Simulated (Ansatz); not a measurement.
System: CaO, space group P6_3/mmc, 4 atoms in the cell. The cell is scaled at fixed shape and fractional positions. At 16.51 Å³/atom, a = 3.992 Å, c = 4.785 Å (hexagonal axes). Ansatz 0.2.0; PBE, Ansatz PAW, no spin polarisation, no spin-orbit coupling, 8×8×6 k mesh, 420 eV cutoff.

At 16.51 Å³/atom the lowest conduction levels at the points plotted lie 3.18 eV (Γ), 4.69 eV (M), 4.98 eV (A) and 5.36 eV (L) above the valence top at Γ.

> How does each level move from 15.52 Å³/atom to 17.50 Å³/atom?

Γ falls by 0.42 eV, M falls by 0.20 eV, A falls by 0.45 eV and L falls by 0.28 eV. Straight lines against ln V have slopes of −3.5 eV at Γ, −1.7 eV at M, −3.8 eV at A and −2.3 eV at L. The lowest is the one at Γ, over the whole range, so among these points the gap stays direct.

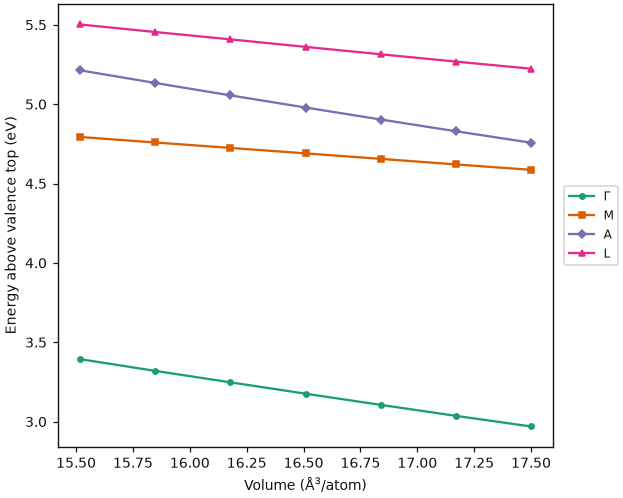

Lowest conduction level at each named k point, counted from the valence-band top at Γ.

| volume | Γ (eV) | M (eV) | A (eV) | L (eV) |
| --- | --- | --- | --- | --- |
| 15.52 Å³/atom | 3.39 | 4.79 | 5.21 | 5.50 |
| 15.85 Å³/atom | 3.32 | 4.76 | 5.13 | 5.46 |
| 16.18 Å³/atom | 3.25 | 4.72 | 5.06 | 5.41 |
| 16.51 Å³/atom | 3.18 | 4.69 | 4.98 | 5.36 |
| 16.84 Å³/atom | 3.11 | 4.66 | 4.90 | 5.31 |
| 17.17 Å³/atom | 3.04 | 4.62 | 4.83 | 5.27 |
| 17.50 Å³/atom | 2.97 | 4.59 | 4.76 | 5.22 |

LDA, GGA and most meta-GGA functionals understate gaps. The usual form of CaO is rocksalt. The mesh misses K and H, where a smaller gap can lie.
